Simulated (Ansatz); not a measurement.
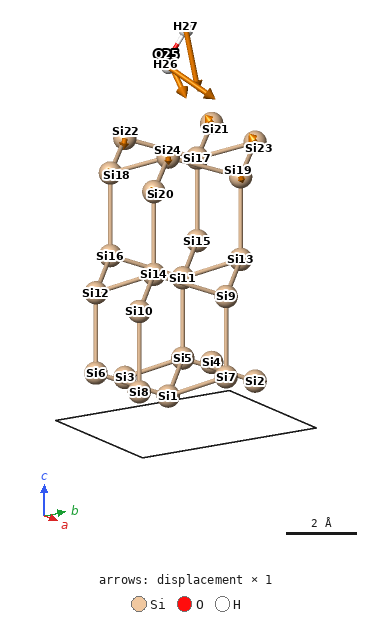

This is a constrained relaxation of a slab of composition Si$_{24}$H$_{2}$O (cut from the Fd-3m phase). The starting structure is drawn; orange arrows show the displacements, at their true length.

Style: ball-and-stick. Shown: the cell of the calculation, outlined in the plane, without the vacuum (origin shifted), slightly off an axis.

Case: 1 H2O a cell, tilted, over a top Si site. The slab is the (1 1 1) face of Si with H2O on it. 12 atoms are held fixed.

Level of theory: Ansatz, DFT PBE+D3(BJ), scalar-relativistic, plane waves, PAW.

Input
```yaml
crystal:
  lattice:
    - [7.6671877233, 0.0, 0.0]
    - [-3.8335938617, 6.639979344, 0.0]
    - [0.0, 0.0, 25.9382616316]
  atoms:
    - { symbol: Si, position: [0.6666666667, 0.3333333333, 0.3084246783] }
    - { symbol: Si, position: [0.6666666667, 0.8333333333, 0.3084246783] }
    - { symbol: Si, position: [0.1666666667, 0.3333333333, 0.3084246783] }
    - { symbol: Si, position: [0.1666666667, 0.8333333333, 0.3084246783] }
    - { symbol: Si, position: [0.5, 0.5, 0.3385935879] }
    - { symbol: Si, position: [0.5, 0.0, 0.3385935879] }
    - { symbol: Si, position: [0.0, 0.5, 0.3385935879] }
    - { symbol: Si, position: [0.0, 0.0, 0.3385935879] }
    - { symbol: Si, position: [0.0, 0.5, 0.4291003167] }
    - { symbol: Si, position: [0.0, 0.0, 0.4291003167] }
    - { symbol: Si, position: [0.5, 0.5, 0.4291003167] }
    - { symbol: Si, position: [0.5, 0.0, 0.4291003167] }
    - { symbol: Si, position: [0.8333333333, 0.6666666667, 0.4583435563] }
    - { symbol: Si, position: [0.8333333333, 0.1666666667, 0.4583435563] }
    - { symbol: Si, position: [0.3333333333, 0.6666666667, 0.4583435563] }
    - { symbol: Si, position: [0.3333333333, 0.1666666667, 0.4583435563] }
    - { symbol: Si, position: [0.3333333333, 0.6666666667, 0.5514406926] }
    - { symbol: Si, position: [0.3333333333, 0.1666666667, 0.5514406926] }
    - { symbol: Si, position: [0.8333333333, 0.6666666667, 0.5514406926] }
    - { symbol: Si, position: [0.8333333333, 0.1666666667, 0.5514406926] }
    - { symbol: Si, position: [0.1666666667, 0.8333333333, 0.5777785289] }
    - { symbol: Si, position: [0.1666666667, 0.3333333333, 0.5777785289] }
    - { symbol: Si, position: [0.6666666667, 0.8333333333, 0.5777785289] }
    - { symbol: Si, position: [0.6666666667, 0.3333333333, 0.5777785289] }
    - { symbol: O, position: [0.5691313684, 0.381835935, 0.6822766652] }
    - { symbol: H, position: [0.6666666667, 0.3333333333, 0.6795586727] }
    - { symbol: H, position: [0.6088201785, 0.4643107984, 0.7140829601] }
basis:
  ecutwfc: 420
kpoints:
  mp_grid: { grid: [3, 3, 1] }
hamiltonian:
  xc: pbe
  dispersion: d3bj
scf:
  occupations: { method: gaussian, width: 0.05 }
output:
  forces: true
  eigenvalues: true
  write_density: true
  write_potential: true
  elf: true
  volumetric_format: npy
relax:
  adjacent_minimum: "off"
  f_tol: 0.04
  max_steps: 100
  constraints: [{ sites: [0, 1, 2, 3, 4, 5, 6, 7, 8, 9, 10, 11] }]
efield:
  axis: 3
  dipole_correction: true
  ramp_width: 0.04
```

Run as
```bash
ansatz run input.yaml --threads 2 --pin off --max-ram 5120MiB --backend cpu --events-out ev --progress --plain --runs-dir out
```

Question: What happened in the run?

Answer: After 20 accepted moves (22 points after the start) the energy has fallen by 0.786 eV per cell of the calculation. Largest force component: 0.73 eV/Å at the start, 0.025 eV/Å at the end. The line search rejected the trial steps at points 1, 19 of the run. H27 moves most: 1.84 Å at 11° to the normal (−c side). By element the largest moves are H 1.84 Å, O 1.41 Å, Si 0.35 Å. The cell stays as it was. Near-neighbour distances that change, for instance: Si24–O25 2.885 → 1.984 Å, Si13–Si19 2.415 → 2.327 Å, Si18–Si21 2.316 → 2.368 Å, Si10–Si13 2.340 → 2.300 Å. New bonds form: Si24–O25 (2.88 → 1.98 Å). Bond angles that change, for instance: Si16–Si18–Si22 107.2° → 94.0°, Si18–Si21–Si19 111.7° → 99.3°, Si13–Si19–Si21 107.2° → 119.4°.

Limits of the set-up: the periodic images lie only 7.7 Å apart, so the values are limited by the cell's size.
